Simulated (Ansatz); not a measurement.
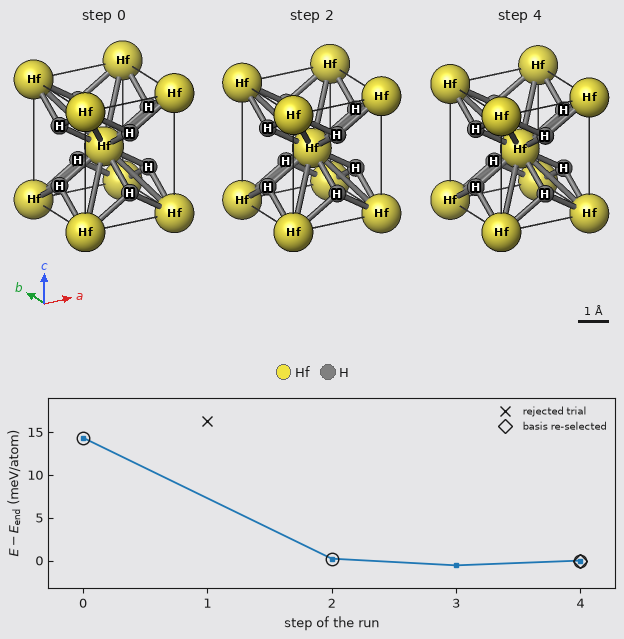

Frames of a relaxation of a crystal of HfH₂ (set up in I4/mmm) (coarse preliminary run), marked on the history of the run. A ball-and-stick model of the conventional cell (2 times the calculation's cell), seen from a free direction. Lengths and directions refer to the drawn axes.

Theory: Ansatz, DFT LDA, scalar-relativistic, plane waves, PAW. Settings: plane-wave cutoff 420 eV; k-point mesh 8 × 8 × 8; occupations gaussian; smearing width 0.1 eV; no spin polarisation; cell and atoms relaxed; force threshold 0.05 eV/Å; at most 80 steps.

### What happens along the run?

The energy falls by 14.3 meV per atom in 2 accepted moves (4 points after the start). All forces vanish by symmetry, so only the cell relaxes. The pressure goes from −8.44 to 0.12 GPa. The line search rejected the trial step at point 1 of the run. At 1 point the geometry stayed and the basis and grid were re-selected for the new cell (energy shift of 0.6 meV per atom at most each time). No atom moves by more than 0.005 Å relative to the cell. Cell: a = b 3.478 → 3.435 Å (−1.2 %), c 4.361 → 4.211 Å (−3.5 %). Volume −5.8 %. Near-neighbour distances that change, for instance: Hf–Hf 3.287 → 3.214 Å, Hf–Hf 3.478 → 3.435 Å, H–Hf 2.053 → 2.014 Å. The space group stays I4/mmm (No. 139). Cost: 9.6 s on 1 thread of Arm Neoverse V1 (shared host), peak memory 0.31 GiB. From step 0 to 2: volume −4.6 %, energy −14.1 meV per atom. From step 2 to 4: volume −1.3 %, energy −0.2 meV per atom.

```tsv
step	E − E(0), meV/atom	pressure, GPa	volume, Å³/atom	note
0	0.00	-8.44	8.792	
1	1.97	11.68	7.787	rejected
2	-14.12	-1.84	8.388	
3	-14.90	0.15	8.278	
4	-14.35	0.12	8.278	same geometry, new basis
```
